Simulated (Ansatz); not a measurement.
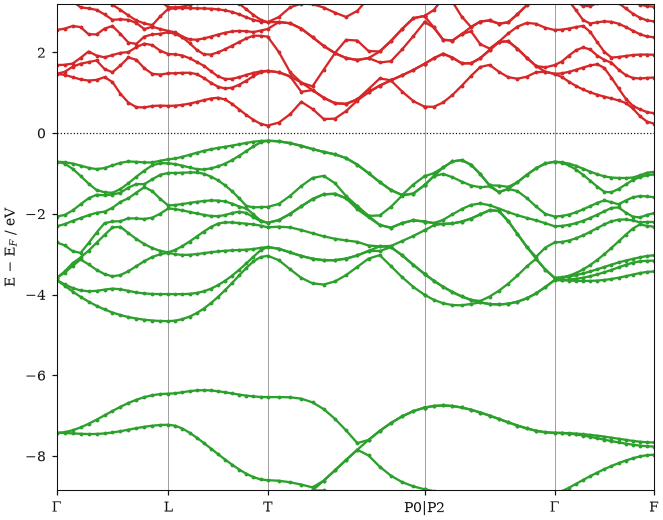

Band structure. Energies are counted from the Fermi level.

> What lattice type does the k path imply?

A rhombohedral lattice: the path Γ–L–T–P0|P2–Γ–F runs through the special points of its Brillouin zone.

Input of the run:

```
crystal:
  lattice:
    - [5.6089199327, 3.238311433, 1.9438666798]
    - [-5.6089199327, 3.238311433, 1.9438666798]
    - [0.0, -6.476622866, 1.9438666798]
  atoms:
    - { symbol: Sb, position: [0.4392096311, 0.2657001354, 0.9884310341] }
    - { symbol: Sb, position: [0.9884310341, 0.4392096311, 0.2657001354] }
    - { symbol: Sb, position: [0.2657001354, 0.9884310341, 0.4392096311] }
    - { symbol: Sb, position: [0.5607903689, 0.7342998646, 0.0115689659] }
    - { symbol: Sb, position: [0.0115689659, 0.5607903689, 0.7342998646] }
    - { symbol: Sb, position: [0.7342998646, 0.0115689659, 0.5607903689] }
basis:
  ecutwfc: 420
kpoints:
  mp_grid: { grid: [6, 6, 6] }
  band_path:
    path:
      - [[0.0, 0.0, 0.0], [0.5, 0.0, 0.0], [0.5, -0.5, 0.5], [0.22672102, -0.77327898, 0.22672102]]
      - [[0.22672102, 0.22672102, 0.22672102], [0.0, 0.0, 0.0], [0.5, -0.5, 0.0]]
    npoints: 14
hamiltonian:
  xc: pbe
scf:
  occupations: { method: gaussian, width: 0.02 }
  n_extra_bands: 15
output:
  forces: true
  stress: true
  eigenvalues: true
  populations: true
  dos: { projected: true, de: 0.02, nscf_kmesh: { grid: [9, 9, 9] } }
  bader: true
  write_density: true
  write_potential: true
  elf: true
  volumetric_format: npy
```

Launched with:
```bash
ansatz run input.yaml --threads 1 --pin off --max-ram 2560MiB --backend cpu --events-out ev --progress --plain --runs-dir out
```

> Metal, semiconductor or insulator, and what is the gap?

A semiconductor. The gap along this path is 0.38 eV and direct: both edges lie at T.

> What are the direct gaps at T, Γ and F?

The direct gaps are 0.38 eV at T, 2.18 eV at Γ and 1.19 eV at F.

> How many bands meet at the valence-band top?

Two bands meet at the valence-band top at T: it is doubly degenerate (spin aside).

> How much do the top valence band and the lowest conduction band disperse along the path?

The top valence band spans 1.3 eV and the lowest conduction band 1.5 eV.

The structure is an invented one, so it need not be a known or stable phase. Spin-orbit coupling is left out, which matters for Sb.
